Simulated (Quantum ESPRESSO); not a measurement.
# KCl (Sylvite): phonons by linear response, part 2 of 5

How does KCl (Sylvite) vibrate, and is this structure a minimum?

Quantum ESPRESSO 7.5; DFT LDA, scalar-relativistic, plane waves, PseudoDojo norm-conserving pseudopotentials.

So far. Step 2 (A probe with smearing): A gap of 4.7 eV opens on this mesh, so the crystal is taken as an insulator; the start stands at -2.0 GPa. Step 4 (Self-consistent run for the response): The cell stands at -0.001 GPa, close enough for phonons.

**5. Phonons on a q mesh**

Linear response treats each wavevector in the unit cell, with no supercell; the 4×4×4 mesh fixes the range of the force constants to be had.

Contents of ph.in:

```
phonons
&inputph
   prefix = 'x'
   outdir = './tmp'
   fildyn = 'x.dyn'
   tr2_ph = 1.0d-18
   epsil = .true.
   ldisp = .true.
   nq1 = 4
   nq2 = 4
   nq3 = 4
/
```

On the command line:

```sh
$ OMP_NUM_THREADS=1 mpirun -n 4 ph.x -nk 4 -in ph.in > ph.out
```

Numbers of over 12 decimals in the logs are rounded to 6 here.

Output:

```text
[banners, grids, parts of the stress and lines that vanish by symmetry left out]
[banner, memory and clock lines left out]
Program PHONON v.7.5

[...]
Exchange-correlation= PW
                           (   1   4   0   0   0   0   0)
[...]
(   8 q-points):
[...]
kinetic-energy cut-off    =      79.0000  Ry
     charge density cut-off    =     316.0000  Ry
     convergence threshold     =      1.0E-18
[...]
Exchange-correlation= PW
                           (   1   4   0   0   0   0   0)
[...]
q = (   0.0000000   0.0000000   0.0000000 )
     49 Sym.Ops. (with q -> -q+G )
     G cutoff = 1054.9373  (  35749 G-vectors)     FFT grid: ( 45, 45, 45)
     number of k points=    29
[...]
Mode symmetry, O_h (m-3m)  point group:
[...]
Dielectric constant
[...]
End of electric fields calculation
          Dielectric constant in cartesian axis
          (       2.511617162       0.000000000       0.000000000 )
          (       0.000000000       2.511617162       0.000000000 )
          (       0.000000000       0.000000000       2.511617162 )
          Effective charges (d Force / dE) in cartesian axis without acoustic sum rule applied (asr)
           atom    1  K     Mean Z*:        1.10949
      Ex  (        1.10949        0.00000       -0.00000 )
      Ey  (       -0.00000        1.10949       -0.00000 )
      Ez  (        0.00000        0.00000        1.10949 )
           atom    2  Cl    Mean Z*:       -1.11005
      Ex  (       -1.11005       -0.00000       -0.00000 )
      Ey  (       -0.00000       -1.11005        0.00000 )
      Ez  (        0.00000        0.00000       -1.11005 )
          Effective charges Sum: Mean:       -0.00057
[...]
Effective charges (d Force / dE) in cartesian axis with asr applied:
           atom    1  K     Mean Z*:        1.10977
[...]
atom    2  Cl    Mean Z*:       -1.10977
[...]
Representation #   1 modes #   1   2   3
[...]
End of self-consistent calculation
     Convergence has been achieved
     Representation #   2 modes #   4   5   6
[...]
End of self-consistent calculation
     Convergence has been achieved
[...]
Dielectric constant in cartesian axis
          (       2.511617162       0.000000000       0.000000000 )
          (       0.000000000       2.511617162       0.000000000 )
          (       0.000000000       0.000000000       2.511617162 )
          Effective charges (d Force / dE) in cartesian axis without acoustic sum rule applied (asr)
           atom    1  K     Mean Z*:        1.10949
      Ex  (        1.10949        0.00000       -0.00000 )
      Ey  (       -0.00000        1.10949       -0.00000 )
      Ez  (        0.00000        0.00000        1.10949 )
           atom    2  Cl    Mean Z*:       -1.11005
      Ex  (       -1.11005       -0.00000       -0.00000 )
      Ey  (       -0.00000       -1.11005        0.00000 )
      Ez  (        0.00000        0.00000       -1.11005 )
          Effective charges Sum: Mean:       -0.00057
[...]
Effective charges (d Force / dE) in cartesian axis with asr applied:
           atom    1  K     Mean Z*:        1.10977
[...]
atom    2  Cl    Mean Z*:       -1.10977
[...]
Effective charges (d P / du) in cartesian axis
[...]
q = (    0.000000000   0.000000000   0.000000000 )
[...]
freq (    1) =      -0.031576 [THz] =      -1.053254 [cm-1]
     freq (    2) =      -0.031576 [THz] =      -1.053254 [cm-1]
     freq (    3) =      -0.031576 [THz] =      -1.053254 [cm-1]
     freq (    4) =       4.842525 [THz] =     161.529233 [cm-1]
     freq (    5) =       4.842525 [THz] =     161.529233 [cm-1]
     freq (    6) =       4.842525 [THz] =     161.529233 [cm-1]
[...]
Mode symmetry, O_h (m-3m)  point group:
     freq (   1-   3) =         -1.1  [cm-1]   --> T_1u G_15  G_4- I
     freq (   4-   6) =        161.5  [cm-1]   --> T_1u G_15  G_4- I
[...]
Mode symmetry, C_3v (3m)   point group:
[...]
Representation #   1 mode #   1
[...]
End of self-consistent calculation
     Convergence has been achieved
     Representation #   2 mode #   2
[...]
End of self-consistent calculation
     Convergence has been achieved
     Representation #   3 modes #   3   4
[...]
Convergence has been achieved
     Representation #   4 modes #   5   6
[...]
Convergence has been achieved
[...]
q = (   -0.250000000   0.250000000  -0.250000000 )
[...]
freq (    1) =       2.035869 [THz] =      67.909266 [cm-1]
     freq (    2) =       2.035869 [THz] =      67.909266 [cm-1]
     freq (    3) =       2.672863 [THz] =      89.157112 [cm-1]
     freq (    4) =       4.554758 [THz] =     151.930379 [cm-1]
     freq (    5) =       4.554758 [THz] =     151.930379 [cm-1]
     freq (    6) =       6.221555 [THz] =     207.528748 [cm-1]
[...]
Mode symmetry, C_3v (3m)   point group:
     freq (   1-   2) =         67.9  [cm-1]   --> E    L_3
     freq (   3-   3) =         89.2  [cm-1]   --> A_1  L_1
     freq (   4-   5) =        151.9  [cm-1]   --> E    L_3
     freq (   6-   6) =        207.5  [cm-1]   --> A_1  L_1
[...]
Mode symmetry, D_3d (-3m)  point group:
[...]
Representation #   1 mode #   1
[...]
Convergence has been achieved
     Representation #   2 modes #   2   3
[...]
Convergence has been achieved
     Representation #   3 mode #   4
[...]
Convergence has been achieved
     Representation #   4 modes #   5   6
[...]
Convergence has been achieved
[...]
q = (    0.500000000  -0.500000000   0.500000000 )
[...]
freq (    1) =       3.486748 [THz] =     116.305391 [cm-1]
     freq (    2) =       3.486748 [THz] =     116.305391 [cm-1]
[...]
Mode symmetry, D_3d (-3m)  point group:
     freq (   1-   2) =        116.3  [cm-1]   --> E_u  L_3'
     freq (   3-   4) =        125.4  [cm-1]   --> E_g  L_3
     freq (   5-   5) =        158.1  [cm-1]   --> A_1g L_1
     freq (   6-   6) =        167.1  [cm-1]   --> A_2u L_2'
[...]
Mode symmetry, C_4v (4mm)  point group:
[...]
Convergence has been achieved
[...]
Convergence has been achieved
[...]
Convergence has been achieved
[...]
Convergence has been achieved
[...]
q = (    0.000000000   0.500000000   0.000000000 )
[...]
Mode symmetry, C_4v (4mm)  point group:
     freq (   1-   2) =         41.1  [cm-1]   --> E    G_5 D_5
     freq (   3-   3) =        124.8  [cm-1]   --> A_1  G_1 D_1
     freq (   4-   5) =        163.8  [cm-1]   --> E    G_5 D_5
     freq (   6-   6) =        174.4  [cm-1]   --> A_1  G_1 D_1
[...]
Mode symmetry, C_s (m)     point group:
[...]
q = (    0.750000000  -0.250000000   0.750000000 )
[...]
Mode symmetry, C_s (m)     point group:
     freq (   1-   1) =         79.9  [cm-1]   --> A''
     freq (   2-   2) =         99.5  [cm-1]   --> A'
     freq (   3-   3) =        114.5  [cm-1]   --> A'
     freq (   4-   4) =        153.7  [cm-1]   --> A''
     freq (   5-   5) =        160.0  [cm-1]   --> A'
     freq (   6-   6) =        168.3  [cm-1]   --> A'
[...]
Mode symmetry, C_2v (mm2)  point group:
[...]
q = (    0.500000000   0.000000000   0.500000000 )
[...]
Mode symmetry, C_2v (mm2)  point group:
     freq (   1-   1) =         68.0  [cm-1]   --> B_2  D_4  S_4
     freq (   2-   2) =        115.8  [cm-1]   --> B_1  D_3  S_3
     freq (   3-   3) =        125.6  [cm-1]   --> B_1  D_3  S_3
     freq (   4-   4) =        136.6  [cm-1]   --> A_1  D_1  S_1
     freq (   5-   5) =        166.4  [cm-1]   --> B_2  D_4  S_4
     freq (   6-   6) =        167.8  [cm-1]   --> A_1  D_1  S_1
[...]
Mode symmetry, D_4h(4/mmm) point group:
[...]
Convergence has been achieved
[...]
Convergence has been achieved
[...]
Convergence has been achieved
[...]
Convergence has been achieved
[...]
q = (    0.000000000  -1.000000000   0.000000000 )
[...]
freq (    5) =       4.973938 [THz] =     165.912722 [cm-1]
     freq (    6) =       5.132110 [THz] =     171.188746 [cm-1]
[...]
Mode symmetry, D_4h(4/mmm) point group:
     freq (   1-   2) =         56.6  [cm-1]   --> E_u  X_5' M_5'
     freq (   3-   3) =        105.1  [cm-1]   --> A_2u X_4' M_4'
     freq (   4-   5) =        165.9  [cm-1]   --> E_u  X_5' M_5'
     freq (   6-   6) =        171.2  [cm-1]   --> A_2u X_4' M_4'
[...]
Mode symmetry, D_2d (-42m) point group:
[...]
Representation #   1 mode #   1
[...]
Convergence has been achieved
     Representation #   2 mode #   2
[...]
Convergence has been achieved
     Representation #   3 modes #   3   4
[...]
End of self-consistent calculation
     Convergence has been achieved
     Representation #   4 modes #   5   6
[...]
End of self-consistent calculation
     Convergence has been achieved
[...]
q = (   -0.500000000  -1.000000000   0.000000000 )
[...]
freq (    1) =       2.563185 [THz] =      85.498633 [cm-1]
     freq (    2) =       2.563185 [THz] =      85.498633 [cm-1]
     freq (    3) =       3.872972 [THz] =     129.188425 [cm-1]
     freq (    4) =       4.032055 [THz] =     134.494879 [cm-1]
     freq (    5) =       5.056790 [THz] =     168.676356 [cm-1]
     freq (    6) =       5.056790 [THz] =     168.676356 [cm-1]
[...]
Mode symmetry, D_2d (-42m) point group:
     freq (   1-   2) =         85.5  [cm-1]   --> E    X_5  W_3
     freq (   3-   3) =        129.2  [cm-1]   --> B_2  X_3  W_2
     freq (   4-   4) =        134.5  [cm-1]   --> A_1  X_1  W_1
     freq (   5-   6) =        168.7  [cm-1]   --> E    X_5  W_3
```

Wall time 52 min (4 MPI ranks of Arm Neoverse V1, shared host).

Read from the output:

```
miss of the charge sum rule                                        : 5.60e-4 e
largest acoustic frequency at the zone centre before the sum rule  : -1.05 cm⁻¹
highest optical zone-centre mode (no LO-TO term)                   : 161.5 cm⁻¹
lowest optical zone-centre mode                                    : 161.5 cm⁻¹
mean high-frequency dielectric constant                            : 2.512
largest Born charge in size (third of the trace)                   : 1.11 e
lowest mode on the q mesh (acoustic ones at the zone centre apart) : 41.06 cm⁻¹
```

Frequencies (cm⁻¹) at each irreducible wavevector; negative means imaginary. Frequencies by wavevector:

```
  q (fractions)  star  mode 1  mode 2  mode 3  mode 4  mode 5  mode 6
          0 0 0     1   -1.05   -1.05   -1.05   161.5   161.5   161.5
       0 0 0.25     8   67.91   67.91   89.16   151.9   151.9   207.5
       0 0 -0.5     4   116.3   116.3   125.4   125.4   158.1   167.1
    0 0.25 0.25     6   41.06   41.06   124.8   163.8   163.8   174.4
    0 0.25 -0.5    24   79.87   99.48   114.5   153.7     160   168.3
   0 0.25 -0.25    12   67.95   115.8   125.5   136.6   166.4   167.8
    0 -0.5 -0.5     3    56.6    56.6   105.1   165.9   165.9   171.2
0.25 -0.5 -0.25     6    85.5    85.5   129.2   134.5   168.7   168.7
```

Born charge (rows field, columns displacement), before the sum rule (e), principal values of the symmetric part by kind of site:

```
atom  atoms with these values    low  middle   high   mean
  K1                        1   1.11    1.11   1.11   1.11
 Cl2                        1  -1.11   -1.11  -1.11  -1.11
```

In full for K1:

```
1.11 0.00 0.00
0.00 1.11 0.00
0.00 0.00 1.11
```

High-frequency dielectric tensor:

```
2.51 0.00 0.00
0.00 2.51 0.00
0.00 0.00 2.51
```

The acoustic modes at Γ come out as far as 1.1 cm⁻¹ from zero, where they should vanish, a small numerical error; the Born charges miss their sum rule by 5.6e-4 e, which is good.

**6. Fourier transform to real space**

The dynamical matrices of the mesh are Fourier-transformed to force constants in real space, after the long-range dipole part is taken out.

Contents of q2r.in:

```
&input
   fildyn = 'x.dyn'
   zasr = 'simple'
   flfrc = 'x.fc'
/
```

On the command line:

```sh
$ q2r.x < q2r.in > q2r.out
```

Output:

```text
[banners, grids, parts of the stress and lines that vanish by symmetry left out]
[banner, memory and clock lines left out]
Program Q2R v.7.5

  reading grid info from file x.dyn0

  reading force constants from file x.dyn1
 macroscopic fields = T
   2.51162   0.00000   0.00000
   0.00000   2.51162   0.00000
[...]
na=            1
[...]
na=            2
[...]
-0.00000  -1.11005   0.00000
   0.00000   0.00000  -1.11005
  alpha Ewald:    3.338409
  nqs=            1
 q=   0.00000000  0.00000000  0.00000000
  reading force constants from file x.dyn2
  alpha Ewald:    3.338409
  nqs=            8
 q=  -0.25000000  0.25000000 -0.25000000
[...]
reading force constants from file x.dyn7
  alpha Ewald:    3.338409
  nqs=            3
[...]
reading force constants from file x.dyn8
  alpha Ewald:    3.338409
  nqs=            6
[...]
q=  -1.00000000 -0.50000000  0.00000000
 q=   0.00000000 -0.50000000 -1.00000000

      q-space grid ok, #points =   64

      fft-check success (sum of imaginary terms < 10^-12)
```

It took 0.53 s on 1 thread.

**7. Dispersion**

From the force constants any wavevector is cheap; points of the mesh come back as solved, but for the sum rule and, in polar crystals, the LO-TO term at Γ; the rest is interpolation.

Contents of matdyn.in:

```
&input
   asr = 'simple'
   flfrc = 'x.fc'
   flfrq = 'x.freq'
   flvec = 'x.modes'
   q_in_band_form = .true.
   q_in_cryst_coord = .true.
/
8
  0.0000000   0.0000000   0.0000000  12  ! GAMMA
 -0.0000000   0.5000000   0.5000000  12  ! X
 -0.0000000   0.6250000   0.3750000   1  ! U
 -0.3750000   0.3750000  -0.0000000  12  ! K
  0.0000000   0.0000000   0.0000000  12  ! GAMMA
 -0.0000000   0.5000000  -0.0000000  12  ! L
 -0.2500000   0.5000000   0.2500000  12  ! W
 -0.0000000   0.5000000   0.5000000   1  ! X
```

On the command line:

```sh
$ matdyn.x -in matdyn.in > matdyn.out
```

Output:

```text
[banner, memory and clock lines left out]
Program MATDYN v.7.5

 mass for atomic type   1 not given; uses mass from file x.fc
 mass for atomic type   2 not given; uses mass from file x.fc
```

Run time: 0.54 s. Hardware: 1 thread.

Read from the output:

```yaml
lowest_frequency_on_the_path: 0 cm⁻¹
```

Matdyn.x, sum rule simple. Phonon branches along the path, in cm⁻¹:

```
    point  branch 1  branch 2  branch 3  branch 4  branch 5  branch 6
        Γ         0         0         0       162       162       222
        X        57        57       105       166       166       171
        U        82        95       105       154       164       170
jump to K        82        95       105       154       164       170
        Γ         0         0         0       162       162       222
        L       116       116       125       125       158       167
        W        86        86       129       134       169       169
        X        57        57       105       166       166       171
```

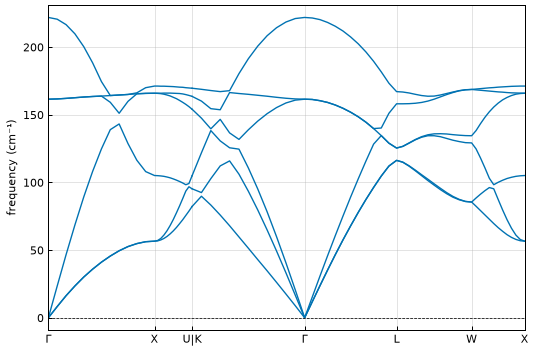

Phonon branches along the path.

All branches are real along the path.

**8. Density of states**

Sums over the zone need many more wavevectors than were solved, so the interpolation is sampled on a dense mesh.

Contents of matdyn.in:

```
&input
   asr = 'simple'
   flfrc = 'x.fc'
   dos = .true.
   fldos = 'x.dos'
   nk1 = 13
   nk2 = 13
   nk3 = 13
   deltaE = 0.3
/
```

On the command line:

```sh
$ matdyn.x -in matdyn.in > matdyn.out
```

Output:

```text
[banner, memory and clock lines left out]
Program MATDYN v.7.5

 mass for atomic type   1 not given; uses mass from file x.fc
 mass for atomic type   2 not given; uses mass from file x.fc
```

Elapsed: 4.7 s, on 1 thread.

Numbers from this step:

- share of modes beyond 3i cm⁻¹ on the dense interpolated mesh: 0
- zero-point energy per atom: 23.62 meV
- heat capacity at 300 K: 24.12 J/(mol atoms K)
- vibrational entropy at 300 K: 39.31 J/(mol atoms K)

The phonon density of states has structure finer than the step of the table below, so its rows give means over 10 cm⁻¹, whole bins alone (the curve runs from 0 to 222 cm⁻¹). Peaks (cm⁻¹: height): total 104.4: 0.0436, 128.4: 0.0732, 163.2: 0.114, 168.0: 0.186; Cl 128.4: 0.0454, 163.2: 0.0598, 168.0: 0.0897; K 112.8: 0.0285, 128.4: 0.0278, 163.2: 0.0546, 168.0: 0.0964.

Tetrahedra. The phonon density of states by wavenumber; means over each step; values in 1/cm⁻¹/cell:

```
wavenumber (cm⁻¹)    total       Cl        K
               10   1.1e-4   5.1e-5   5.8e-5
               20  0.00116   5.5e-4   6.1e-4
               30  0.00320  0.00152  0.00168
               40  0.00703  0.00334  0.00369
               50   0.0130  0.00617  0.00680
               60   0.0244   0.0116   0.0128
               70   0.0297   0.0140   0.0156
               80   0.0353   0.0165   0.0188
               90   0.0375   0.0169   0.0205
              100   0.0395   0.0164   0.0231
              110   0.0383   0.0138   0.0245
              120   0.0302   0.0163   0.0139
              130   0.0402   0.0232   0.0170
              140   0.0432   0.0259   0.0172
              150   0.0540   0.0314   0.0226
              160   0.0890   0.0474   0.0416
              170   0.0793   0.0378   0.0414
              180   0.0140  0.00659  0.00742
              190  0.00916  0.00449  0.00466
              200  0.00657  0.00331  0.00326
              210  0.00431  0.00221  0.00209
```

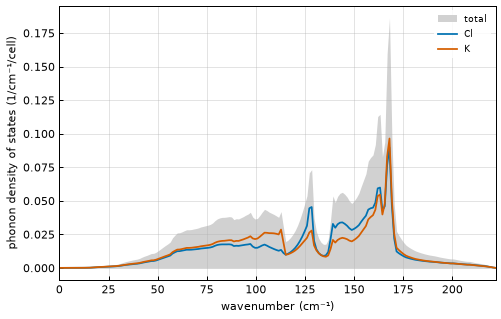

Phonon density of states against wavenumber.

Harmonic thermodynamic functions per atom, summed over the density of states scaled to three modes an atom; melting is ignored. Thermodynamic functions:

```
T (K)  F_vib (meV/atom)  S (J/mol-atom/K)  C_V (J/mol-atom/K)
    0             23.62                 0                   0
   50              22.9             4.783               9.858
  100             17.76              14.9                18.8
  200             -5.98              29.7               23.14
  300            -42.04             39.31               24.12
  400            -86.57              46.3               24.47
  500            -137.5             51.78               24.64
  600            -193.6             56.28               24.73
  700            -253.9              60.1               24.79
  800              -318             63.41               24.82
  900            -385.2             66.34               24.85
 1000            -455.4             68.96               24.87
```

At 300 K the heat capacity has reached 97 % of the Dulong-Petit value.

**9. Modes with the sum rule**

A rigid shift of the crystal must cost nothing, but grids and finite bases break this; the acoustic sum rule is imposed before the matrix is diagonalised again. With Born charges the intensities follow, and the static dielectric tensor.

Contents of dynmat.in:

```
&input
   fildyn = 'x.dyn1'
   asr = 'simple'
   fileig = 'dynmat.eig'
   lperm = .true.
/
```

On the command line:

```sh
$ dynmat.x -in dynmat.in > dynmat.out
```

Output:

```text
[banner, memory and clock lines left out]
Program DYNMAT v.7.5

     Reading Dynamical Matrix from file x.dyn1
     ...Force constants read
     ...epsilon and Z* read
     A direction for q was not specified:TO-LO splitting will be absent

     Polarizability (A^3 units)
     multiply by 0.664950 for Clausius-Mossotti correction
         6.742552    0.000000    0.000000
         0.000000    6.742552    0.000000
         0.000000    0.000000    6.742552

     IR activities are in (D/A)^2/amu units

# mode   [cm-1]    [THz]      IR
    1     -0.00   -0.0000    0.0000
    2     -0.00   -0.0000    0.0000
    3      0.00    0.0000    0.0000
    4    161.53    4.8426    1.5283
    5    161.53    4.8426    1.5283
    6    161.53    4.8426    1.5283

Electronic dielectric permittivity tensor (relative, adimensional)
         2.511617    0.000000    0.000000
         0.000000    2.511617    0.000000
         0.000000    0.000000    2.511617

 ... with zone-center polar mode contributions
         4.740238    0.000000   -0.000000
        -0.000000    4.740238    0.000000
        -0.000000    0.000000    4.740238
```

Run time: 0.45 s. Hardware: 1 thread.

This step gave:

* mean static dielectric constant: 4.740

Unit eigenvectors of the mass-weighted matrix after the sum rule; no LO-TO term. The modes at Γ (shares of kinetic energy by element, %):

```
mode  frequency (cm⁻¹)  symmetry  K %  Cl %
   1               0.0  acoustic   52    48
   2               0.0  acoustic   52    48
   3               0.0  acoustic   52    48
   4             161.5       T1u   48    52
   5             161.5       T1u   48    52
   6             161.5       T1u   48    52
```

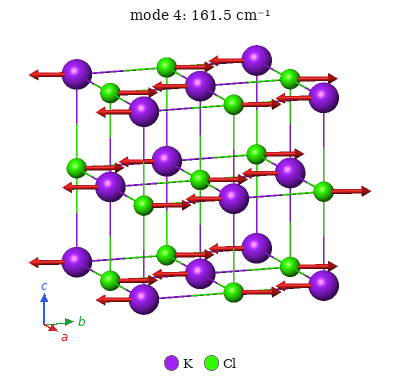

Displacement patterns of mode 4 at Γ; arrows are exaggerated. Some periodic images of atoms are drawn too.

Degenerate modes summed, no LO-TO term. Lines of the infrared spectrum (strongest = 100):

```
position (cm⁻¹)  lines merged  label  IR intensity, relative
            162             3    T1u                     100
```

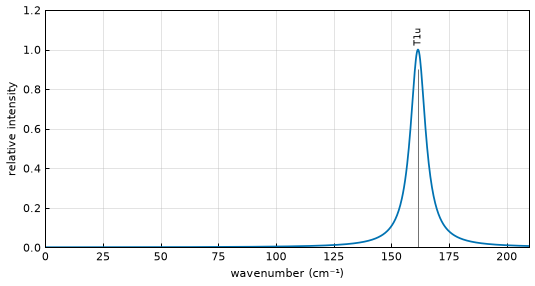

The infrared spectrum, broadened with Lorentzians of width 8 cm⁻¹; bars mark the lines.

Static dielectric tensor (ions relaxed, fixed cell):

```
4.74 0.00 0.00
0.00 4.74 0.00
0.00 0.00 4.74
```

The rule moves no optical mode by more than 0.1 cm⁻¹.

(Continued in part 3 of 5.)

[Host names and launcher messages were left out of these logs when they were recorded.]

[Logs are printed without paths, hosts, clocks, repeated set-up lines and the standing remarks that a program may print on its own settings, such as how far it seeks lower states.]

[Hosts, paths, dates, database ids (printed as entryN), source tags and the programs' standing remarks are cut or masked in the printed files.]
